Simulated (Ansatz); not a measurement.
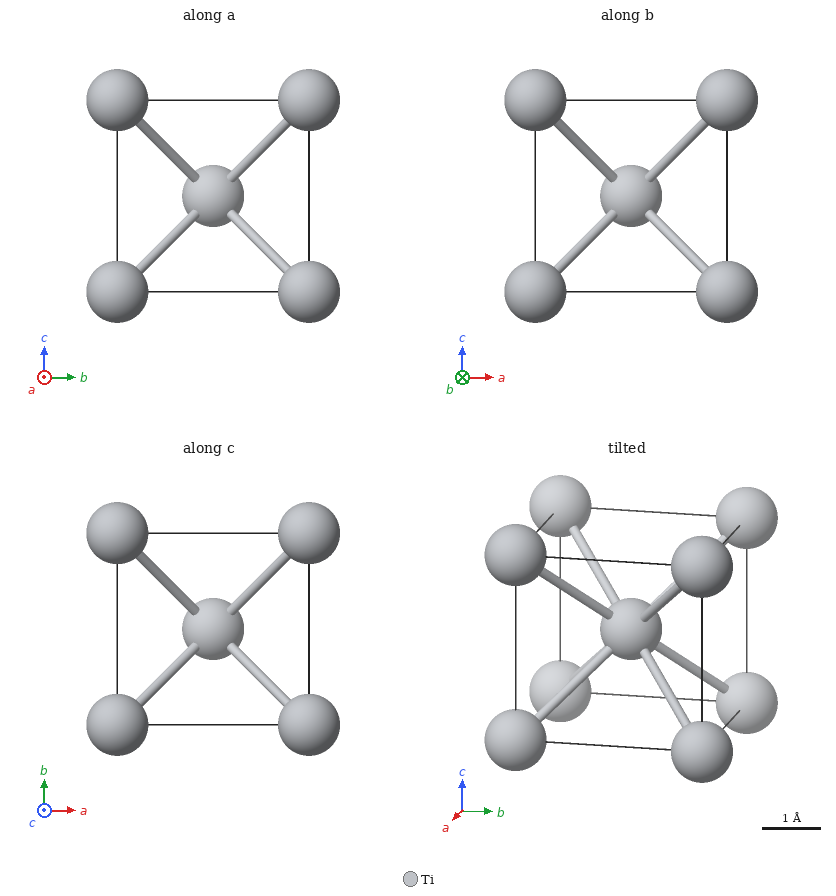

We look at a ball-and-stick model of the crystal along the a axis, along the b axis, along the c axis and slightly off an axis. The conventional unit cell is drawn as a box.

Lattice parameters: a = 3.3391 Å, b = 3.3391 Å, c = 3.3391 Å, α = 90.000°, β = 90.000°, γ = 90.000°.

Q: Set out the cell and atoms as a CIF in P1 with every atom of the cell.

A:
```cif
data_structure
_symmetry_space_group_name_H-M 'P 1'
_symmetry_Int_Tables_number 1
_cell_length_a 3.3391
_cell_length_b 3.3391
_cell_length_c 3.3391
_cell_angle_alpha 90.000
_cell_angle_beta 90.000
_cell_angle_gamma 90.000
_cell_volume 37.23
loop_
_atom_site_label
_atom_site_type_symbol
_atom_site_fract_x
_atom_site_fract_y
_atom_site_fract_z
_atom_site_occupancy
Ti1 Ti 0.0000 0.0000 0.0000 1
Ti2 Ti 0.5000 0.5000 0.5000 1
```

The structure was taken from a structure type filled with this element by a generator (whether the element takes this form wasn't checked). Earlier steps of the study may have refined or changed the cell and positions. Ansatz was used for an electronic-structure calculation on it.
